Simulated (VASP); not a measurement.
Geometry relaxation, with input and output: TiO$_{2}$ (part 1 of 3)

- system: TiO$_{2}$ (6 atoms in the cell)
- method: Kohn-Sham DFT of a periodic cell, PBE, VASP PAW PBE potentials, soft, no spin polarisation (VASP 6.6.1)

The structure derives from a Materials Project entry.

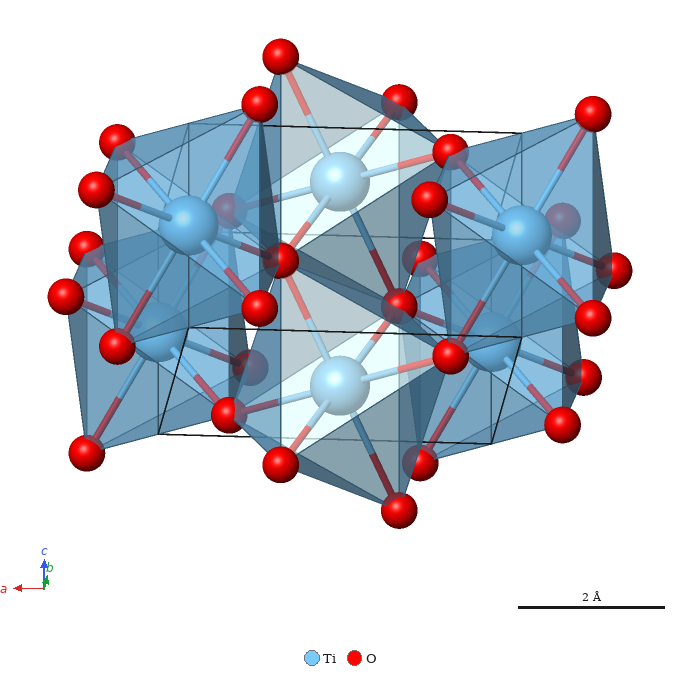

The input geometry (polyhedral view of the cell of the calculation, seen at an oblique angle; polyhedra are completed across the faces of the cell).

**Key numbers**

```tsv
quantity	value
outcome	converged
space group (tolerance 0.01 Å)	P4₂/mnm (136)
electrons treated	48
free energy	−53.6570 eV
Fermi energy	5.817 eV
gap on the k-point mesh	1.81 eV
pressure	−0.01 GPa
final volume	64.00 Å³
largest force (length of the vector) at the end	0.002 eV/Å
final cell	a = 4.642 Å, b = 4.642 Å, c = 2.970 Å, α = 90.00°, β = 90.00°, γ = 90.00°
hardware	1 thread of Intel Xeon (Granite Rapids), 176 GiB of memory available, shared host
wall time	5 min
peak memory	0.21 GiB
```

**INCAR**
```
SYSTEM = TiO2
PREC = Accurate
ENCUT = 480
EDIFF = 1E-7
ISMEAR = -1
SIGMA = 0.05
LREAL = .False.
LASPH = .True.
NELM = 60
ALGO = Fast
ISIF = 3
LWAVE = .False.
LCHARG = .False.
GGA = PE
IBRION = 2
NSW = 40
EDIFFG = -0.02
```

**KPOINTS**
```
regular mesh
0
Gamma
  6 6 9
  0 0 0
```

**POSCAR**
```
TiO2
1.0
    4.5998373239      0.0000000000      0.0000000000
    0.0000000000      4.5998373239      0.0000000000
    0.0000000000      0.0000000000      2.9592135600
Ti O
2 4
Direct
    0.0000000000      0.0000000000      0.5000000000
    0.5000000000      0.5000000000      0.0000000000
    0.3043213200      0.3043213200      0.5000000000
    0.1956786800      0.8043213200      0.0000000000
    0.8043213200      0.1956786800      0.0000000000
    0.6956786800      0.6956786800      0.5000000000
```

Command:
```bash
cat potpaw_PBE.64/Ti_sv/POTCAR potpaw_PBE.64/O_s/POTCAR > POTCAR
mpirun -np 1 vasp_std > vasp.out
```

**OSZICAR**
```
N       E                     dE             d eps       ncg     rms          rms(c)
DAV:   1     0.624726557109E+03    0.62473E+03   -0.24326E+04  2800   0.195E+03
DAV:   2    -0.530584055254E+01   -0.63003E+03   -0.61241E+03  3216   0.598E+02
DAV:   3    -0.663271633054E+02   -0.61021E+02   -0.60789E+02  4004   0.188E+02
DAV:   4    -0.710694687016E+02   -0.47423E+01   -0.47393E+01  4028   0.451E+01
DAV:   5    -0.712671773562E+02   -0.19771E+00   -0.19770E+00  3620   0.702E+00    0.339E+01
RMM:   6    -0.522543471823E+02    0.19013E+02   -0.98195E+01  3674   0.748E+01    0.481E+01
RMM:   7    -0.538382008165E+02   -0.15839E+01   -0.20801E+01  3970   0.225E+01    0.283E+01
RMM:   8    -0.539941660399E+02   -0.15597E+00   -0.73809E+00  3489   0.215E+01    0.749E+00
RMM:   9    -0.535039674461E+02    0.49020E+00   -0.32990E+00  3703   0.163E+01    0.260E+00
RMM:  10    -0.535891790096E+02   -0.85212E-01   -0.11518E+00  4230   0.515E+00    0.170E+00
RMM:  11    -0.536348395426E+02   -0.45661E-01   -0.46730E-01  4508   0.267E+00    0.259E+00
RMM:  12    -0.536356211223E+02   -0.78158E-03   -0.11609E-01  3955   0.236E+00    0.217E+00
RMM:  13    -0.536412972579E+02   -0.56761E-02   -0.95555E-02  4219   0.135E+00    0.164E+00
RMM:  14    -0.536434601131E+02   -0.21629E-02   -0.23288E-02  4458   0.653E-01    0.176E+00
RMM:  15    -0.536440951321E+02   -0.63502E-03   -0.92439E-03  4656   0.397E-01    0.170E+00
RMM:  16    -0.536420285486E+02    0.20666E-02   -0.67482E-03  3708   0.650E-01    0.106E+00
RMM:  17    -0.536375119357E+02    0.45166E-02   -0.11654E-02  4334   0.707E-01    0.705E-01
RMM:  18    -0.536373654299E+02    0.14651E-03   -0.27522E-03  4093   0.246E-01    0.579E-01
RMM:  19    -0.536368295318E+02    0.53590E-03   -0.15434E-03  4056   0.296E-01    0.346E-01
RMM:  20    -0.536366499498E+02    0.17958E-03   -0.14474E-03  4065   0.225E-01    0.171E-01
RMM:  21    -0.536366163113E+02    0.33639E-04   -0.49259E-04  4477   0.133E-01    0.853E-02
RMM:  22    -0.536366182309E+02   -0.19196E-05   -0.19537E-04  4419   0.567E-02    0.542E-02
RMM:  23    -0.536366210759E+02   -0.28450E-05   -0.11403E-04  4347   0.402E-02    0.324E-02
RMM:  24    -0.536366253082E+02   -0.42323E-05   -0.91714E-05  4253   0.350E-02    0.665E-03
RMM:  25    -0.536366302733E+02   -0.49651E-05   -0.63587E-05  4023   0.168E-02    0.622E-03
RMM:  26    -0.536366343755E+02   -0.41022E-05   -0.51982E-05  3455   0.111E-02    0.412E-03
RMM:  27    -0.536366379628E+02   -0.35873E-05   -0.45115E-05  2964   0.990E-03    0.188E-03
RMM:  28    -0.536366409642E+02   -0.30014E-05   -0.38661E-05  2379   0.759E-03    0.204E-03
RMM:  29    -0.536366436666E+02   -0.27024E-05   -0.35046E-05  2255   0.671E-03    0.263E-03
RMM:  30    -0.536366459632E+02   -0.22966E-05   -0.30195E-05  2021   0.584E-03    0.307E-03
RMM:  31    -0.536366480857E+02   -0.21225E-05   -0.27856E-05  1988   0.546E-03    0.197E-03
RMM:  32    -0.536366499146E+02   -0.18289E-05   -0.24065E-05  2207   0.533E-03    0.117E-03
RMM:  33    -0.536366516354E+02   -0.17208E-05   -0.22450E-05  2034   0.486E-03    0.960E-04
RMM:  34    -0.536366530782E+02   -0.14428E-05   -0.19241E-05  1773   0.458E-03    0.963E-04
RMM:  35    -0.536366544681E+02   -0.13899E-05   -0.18185E-05  1841   0.457E-03    0.983E-04
RMM:  36    -0.536366556369E+02   -0.11688E-05   -0.15610E-05  1737   0.439E-03    0.113E-03
RMM:  37    -0.536366567599E+02   -0.11229E-05   -0.14728E-05  1756   0.428E-03    0.119E-03
RMM:  38    -0.536366577092E+02   -0.94937E-06   -0.12684E-05  1766   0.419E-03    0.123E-03
RMM:  39    -0.536366586221E+02   -0.91284E-06   -0.11988E-05  1930   0.405E-03    0.117E-03
RMM:  40    -0.536366593935E+02   -0.77143E-06   -0.10321E-05  1710   0.393E-03    0.121E-03
RMM:  41    -0.536366601319E+02   -0.73835E-06   -0.97596E-06  1768   0.382E-03    0.127E-03
RMM:  42    -0.536366607546E+02   -0.62270E-06   -0.84044E-06  1699   0.366E-03    0.136E-03
RMM:  43    -0.536366613441E+02   -0.58956E-06   -0.79261E-06  1778   0.357E-03    0.147E-03
RMM:  44    -0.536366618490E+02   -0.50488E-06   -0.68640E-06  1886   0.356E-03    0.160E-03
RMM:  45    -0.536366623333E+02   -0.48426E-06   -0.64818E-06  1807   0.344E-03    0.163E-03
RMM:  46    -0.536366627484E+02   -0.41513E-06   -0.56048E-06  1620   0.333E-03    0.168E-03
RMM:  47    -0.536366631465E+02   -0.39815E-06   -0.52939E-06  1663   0.327E-03    0.171E-03
RMM:  48    -0.536366634853E+02   -0.33880E-06   -0.45943E-06  1599   0.320E-03    0.173E-03
RMM:  49    -0.536366638105E+02   -0.32514E-06   -0.43445E-06  1632   0.320E-03    0.168E-03
RMM:  50    -0.536366640862E+02   -0.27573E-06   -0.37586E-06  1573   0.311E-03    0.168E-03
RMM:  51    -0.536366643480E+02   -0.26184E-06   -0.35600E-06  1791   0.314E-03    0.160E-03
RMM:  52    -0.536366645706E+02   -0.22251E-06   -0.30548E-06  1534   0.302E-03    0.161E-03
RMM:  53    -0.536366647880E+02   -0.21749E-06   -0.29390E-06  1659   0.302E-03    0.162E-03
RMM:  54    -0.536366649709E+02   -0.18288E-06   -0.25184E-06  1561   0.289E-03    0.165E-03
RMM:  55    -0.536366651466E+02   -0.17564E-06   -0.23812E-06  1545   0.284E-03    0.173E-03
RMM:  56    -0.536366652851E+02   -0.13855E-06   -0.20815E-06  1818   0.298E-03    0.144E-03
RMM:  57    -0.536366654297E+02   -0.14462E-06   -0.19811E-06  2147   0.304E-03    0.102E-03
RMM:  58    -0.536366655533E+02   -0.12354E-06   -0.17475E-06  1826   0.286E-03    0.817E-04
RMM:  59    -0.536366656652E+02   -0.11196E-06   -0.16006E-06  1718   0.272E-03    0.821E-04
RMM:  60    -0.536366657573E+02   -0.92048E-07   -0.13985E-06  1569   0.271E-03
   1 F= -.53636666E+02 E0= -.53636666E+02  d E =-.536367E+02
       N       E                     dE             d eps       ncg     rms          rms(c)
DAV:   1    -0.542501635347E+02   -0.61350E+00   -0.20788E+01  3088   0.540E+01    0.101E+01
RMM:   2    -0.536622782246E+02    0.58789E+00   -0.17963E+00  3419   0.136E+01    0.310E+00
RMM:   3    -0.535990009062E+02    0.63277E-01   -0.93982E-01  3357   0.757E+00    0.292E+00
RMM:   4    -0.536179410079E+02   -0.18940E-01   -0.20041E-01  3826   0.347E+00    0.835E-01
RMM:   5    -0.536241345223E+02   -0.61935E-02   -0.55464E-02  4201   0.141E+00    0.510E-01
RMM:   6    -0.536267547065E+02   -0.26202E-02   -0.24396E-02  4128   0.879E-01    0.352E-01
RMM:   7    -0.536267510402E+02    0.36663E-05   -0.42400E-03  3949   0.466E-01    0.120E-01
RMM:   8    -0.536269412498E+02   -0.19021E-03   -0.20305E-03  3977   0.319E-01    0.116E-01
RMM:   9    -0.536269954651E+02   -0.54215E-04   -0.11244E-03  4122   0.197E-01    0.157E-02
RMM:  10    -0.536270478138E+02   -0.52349E-04   -0.58575E-04  4557   0.104E-01    0.250E-02
RMM:  11    -0.536270607158E+02   -0.12902E-04   -0.17554E-04  4560   0.513E-02    0.101E-02
RMM:  12    -0.536270680445E+02   -0.73287E-05   -0.97584E-05  4002   0.410E-02    0.124E-02
RMM:  13    -0.536270726668E+02   -0.46224E-05   -0.58029E-05  4302   0.268E-02    0.294E-03
RMM:  14    -0.536270755863E+02   -0.29195E-05   -0.35013E-05  3804   0.173E-02    0.342E-03
RMM:  15    -0.536270771376E+02   -0.15513E-05   -0.20258E-05  3261   0.122E-02    0.182E-03
RMM:  16    -0.536270783472E+02   -0.12095E-05   -0.15544E-05  3001   0.100E-02    0.888E-04
RMM:  17    -0.536270793070E+02   -0.95985E-06   -0.11271E-05  2982   0.857E-03    0.813E-04
RMM:  18    -0.536270800892E+02   -0.78221E-06   -0.97243E-06  2582   0.727E-03    0.111E-03
RMM:  19    -0.536270806516E+02   -0.56239E-06   -0.74241E-06  2634   0.670E-03    0.122E-03
RMM:  20    -0.536270811675E+02   -0.51584E-06   -0.68706E-06  2544   0.617E-03    0.669E-04
RMM:  21    -0.536270815832E+02   -0.41572E-06   -0.54408E-06  2568   0.577E-03    0.364E-04
RMM:  22    -0.536270819777E+02   -0.39451E-06   -0.50999E-06  2396   0.537E-03    0.600E-04
RMM:  23    -0.536270822824E+02   -0.30469E-06   -0.41710E-06  2434   0.510E-03    0.518E-04
RMM:  24    -0.536270825819E+02   -0.29954E-06   -0.40137E-06  2344   0.488E-03    0.524E-04
RMM:  25    -0.536270828148E+02   -0.23287E-06   -0.32533E-06  2206   0.461E-03    0.445E-04
RMM:  26    -0.536270830492E+02   -0.23446E-06   -0.32075E-06  2303   0.459E-03    0.502E-04
RMM:  27    -0.536270832345E+02   -0.18526E-06   -0.26375E-06  2221   0.436E-03    0.487E-04
RMM:  28    -0.536270834210E+02   -0.18653E-06   -0.25848E-06  2311   0.426E-03    0.471E-04
RMM:  29    -0.536270835718E+02   -0.15075E-06   -0.21679E-06  2165   0.408E-03    0.485E-04
RMM:  30    -0.536270837197E+02   -0.14790E-06   -0.20999E-06  2145   0.406E-03    0.511E-04
RMM:  31    -0.536270838407E+02   -0.12098E-06   -0.17982E-06  2172   0.400E-03    0.493E-04
RMM:  32    -0.536270839583E+02   -0.11764E-06   -0.17103E-06  2087   0.392E-03    0.513E-04
RMM:  33    -0.536270840586E+02   -0.10032E-06   -0.15094E-06  2152   0.396E-03    0.505E-04
RMM:  34    -0.536270841568E+02   -0.98155E-07   -0.14388E-06  2089   0.385E-03    0.522E-04
RMM:  35    -0.536270842392E+02   -0.82411E-07   -0.12765E-06  2172   0.384E-03    0.478E-04
RMM:  36    -0.536270843174E+02   -0.78204E-07   -0.11907E-06  2020   0.372E-03    0.462E-04
RMM:  37    -0.536270843866E+02   -0.69243E-07   -0.10971E-06  2149   0.381E-03    0.491E-04
RMM:  38    -0.536270844521E+02   -0.65512E-07   -0.10171E-06  2016   0.370E-03    0.498E-04
RMM:  39    -0.536270845096E+02   -0.57432E-07   -0.91786E-07  2126   0.369E-03
   2 F= -.53627085E+02 E0= -.53627085E+02  d E =0.958125E-02
       N       E                     dE             d eps       ncg     rms          rms(c)
DAV:   1    -0.538501906667E+02   -0.22311E+00   -0.63859E+00  3092   0.290E+01    0.595E+00
RMM:   2    -0.536669175995E+02    0.18327E+00   -0.52355E-01  3380   0.707E+00    0.161E+00
RMM:   3    -0.536477189292E+02    0.19199E-01   -0.26971E-01  3354   0.392E+00    0.135E+00
RMM:   4    -0.536536101987E+02   -0.58913E-02   -0.44745E-02  3630   0.180E+00    0.400E-01
RMM:   5    -0.536545872360E+02   -0.97704E-03   -0.14864E-02  3932   0.800E-01    0.280E-01
RMM:   6    -0.536551773620E+02   -0.59013E-03   -0.42379E-03  3883   0.424E-01    0.151E-01
RMM:   7    -0.536553685118E+02   -0.19115E-03   -0.16495E-03  4048   0.269E-01    0.883E-02
RMM:   8    -0.536553823390E+02   -0.13827E-04   -0.33806E-04  3622   0.182E-01    0.272E-02
RMM:   9    -0.536554026040E+02   -0.20265E-04   -0.20112E-04  4318   0.922E-02    0.139E-02
RMM:  10    -0.536554070613E+02   -0.44573E-05   -0.58438E-05  4243   0.455E-02    0.851E-03
RMM:  11    -0.536554079011E+02   -0.83981E-06   -0.28323E-05  4130   0.280E-02    0.573E-03
RMM:  12    -0.536554093300E+02   -0.14289E-05   -0.13789E-05  4215   0.166E-02    0.147E-03
RMM:  13    -0.536554098695E+02   -0.53951E-06   -0.64624E-06  3464   0.993E-03    0.223E-03
RMM:  14    -0.536554101501E+02   -0.28061E-06   -0.39903E-06  3047   0.703E-03    0.114E-03
RMM:  15    -0.536554103736E+02   -0.22355E-06   -0.25254E-06  2857   0.544E-03    0.126E-03
RMM:  16    -0.536554105151E+02   -0.14145E-06   -0.16564E-06  2401   0.451E-03    0.851E-04
RMM:  17    -0.536554106152E+02   -0.10014E-06   -0.12748E-06  2241   0.421E-03    0.938E-04
RMM:  18    -0.536554106856E+02   -0.70376E-07   -0.10414E-06  2183   0.406E-03    0.844E-04
RMM:  19    -0.536554107531E+02   -0.67454E-07   -0.82117E-07  2275   0.377E-03
   3 F= -.53655411E+02 E0= -.53655411E+02  d E =-.187450E-01
       N       E                     dE             d eps       ncg     rms          rms(c)
DAV:   1    -0.536595986462E+02   -0.41880E-02   -0.33321E-01  3040   0.553E+00    0.620E-01
RMM:   2    -0.536576354615E+02    0.19632E-02   -0.12421E-02  3308   0.112E+00    0.273E-01
RMM:   3    -0.536567372844E+02    0.89818E-03   -0.37799E-03  3377   0.509E-01    0.159E-01
RMM:   4    -0.536567934186E+02   -0.56134E-04   -0.17140E-03  4163   0.246E-01    0.837E-02
RMM:   5    -0.536568063508E+02   -0.12932E-04   -0.46632E-04  4182   0.126E-01    0.386E-02
RMM:   6    -0.536568245600E+02   -0.18209E-04   -0.27331E-04  4398   0.844E-02    0.265E-02
RMM:   7    -0.536568304295E+02   -0.58695E-05   -0.98493E-05  4415   0.523E-02    0.105E-02
RMM:   8    -0.536568374810E+02   -0.70514E-05   -0.76430E-05  4394   0.306E-02    0.757E-03
RMM:   9    -0.536568391482E+02   -0.16672E-05   -0.22356E-05  4027   0.186E-02    0.530E-03
RMM:  10    -0.536568404904E+02   -0.13422E-05   -0.15966E-05  3810   0.144E-02    0.316E-03
RMM:  11    -0.536568411561E+02   -0.66575E-06   -0.85161E-06  3524   0.109E-02    0.180E-03
RMM:  12    -0.536568417746E+02   -0.61847E-06   -0.67908E-06  2908   0.786E-03    0.106E-03
RMM:  13    -0.536568420198E+02   -0.24518E-06   -0.32039E-06  2834   0.628E-03    0.724E-04
RMM:  14    -0.536568422229E+02   -0.20312E-06   -0.24418E-06  2722   0.562E-03    0.506E-04
RMM:  15    -0.536568423451E+02   -0.12223E-06   -0.15898E-06  2464   0.480E-03    0.600E-04
RMM:  16    -0.536568424301E+02   -0.84960E-07   -0.12302E-06  2412   0.435E-03    0.135E-03
RMM:  17    -0.536568425040E+02   -0.73948E-07   -0.85930E-07  2281   0.407E-03
   4 F= -.53656843E+02 E0= -.53656843E+02  d E =-.143175E-02
       N       E                     dE             d eps       ncg     rms          rms(c)
DAV:   1    -0.536574299993E+02   -0.58757E-03   -0.53901E-02  3064   0.223E+00    0.248E-01
RMM:   2    -0.536571019044E+02    0.32809E-03   -0.19650E-03  3302   0.452E-01    0.110E-01
RMM:   3    -0.536569545091E+02    0.14740E-03   -0.60742E-04  3402   0.205E-01    0.643E-02
RMM:   4    -0.536569638509E+02   -0.93417E-05   -0.28329E-04  4189   0.996E-02    0.341E-02
RMM:   5    -0.536569657646E+02   -0.19137E-05   -0.77012E-05  4186   0.513E-02    0.156E-02
RMM:   6    -0.536569688307E+02   -0.30661E-05   -0.45792E-05  4383   0.344E-02    0.106E-02
RMM:   7    -0.536569698725E+02   -0.10419E-05   -0.17060E-05  4313   0.214E-02    0.426E-03
RMM:   8    -0.536569710723E+02   -0.11998E-05   -0.13020E-05  3829   0.127E-02    0.291E-03
RMM:   9    -0.536569713605E+02   -0.28813E-06   -0.40299E-06  3250   0.809E-03    0.177E-03
RMM:  10    -0.536569715922E+02   -0.23175E-06   -0.29343E-06  3015   0.636E-03    0.589E-04
RMM:  11    -0.536569717083E+02   -0.11611E-06   -0.15909E-06  2753   0.519E-03    0.400E-04
RMM:  12    -0.536569718087E+02   -0.10033E-06   -0.12591E-06  2473   0.447E-03    0.464E-04
RMM:  13    -0.536569718618E+02   -0.53123E-07   -0.70368E-07  2215   0.398E-03
   5 F= -.53656972E+02 E0= -.53656972E+02  d E =-.156111E-02
```

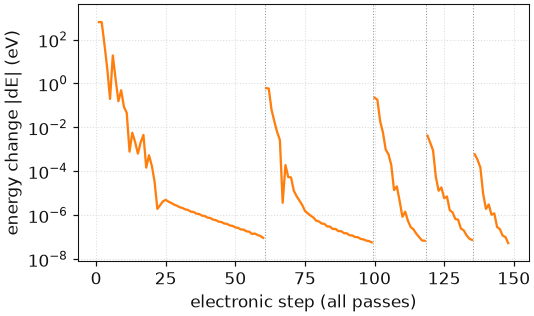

Convergence of the self-consistent field: energy change |dE| against the electronic step. Each stretch between dotted lines is the SCF of one geometry step of a relaxation. The 5 ionic steps take 13 to 60 electronic steps each. The density is held fixed in the first few steps, and dE rises again when its update begins.

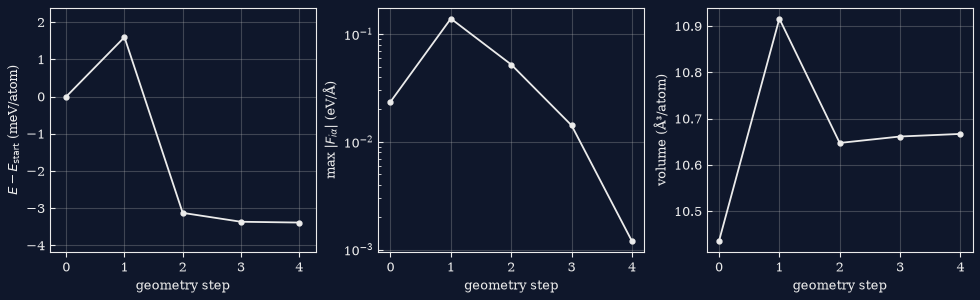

Progress of the relaxation, step by step (steps are counted from 0).
